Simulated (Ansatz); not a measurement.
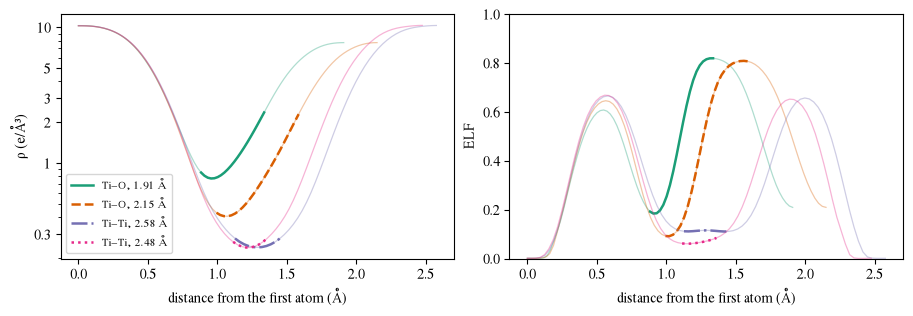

Ti18O (cell with a defect). Valence pseudo-density and ELF along straight lines between neighbouring atoms. Thin, pale parts lie inside the atomic spheres.

Computed without spin polarisation.

The calculation used Ansatz 0.2.0, DFT PBE, scalar-relativistic, plane waves, PAW.

The density is the valence pseudo-density of a PAW calculation; it isn't the true density close to the nuclei.

Compare the contacts.

Answer. Ti–O (1.91 Å): the density is about 0.77 e/Å³ at the midpoint; the ELF peaks at about 0.80 in the valence shell of O, 0.6 Å from its nucleus, and is about 0.20 at the midpoint: no localised pair shows between them.
Ti–O (2.15 Å): ρ is about 0.41 e/Å³ halfway; the ELF peaks at about 0.80 in the valence shell of O, 0.6 Å from its nucleus, and is about 0.10 at the midpoint: no localised pair shows between them.
Ti–Ti (2.58 Å): ρ at the midpoint is about 0.24 e/Å³; the ELF is about 0.10 at the midpoint: no localised pair shows between them.
Ti–Ti (2.48 Å): ρ is about 0.24 e/Å³ halfway; the ELF is about 0.05 at the midpoint: no shared electron pair shows on this line.
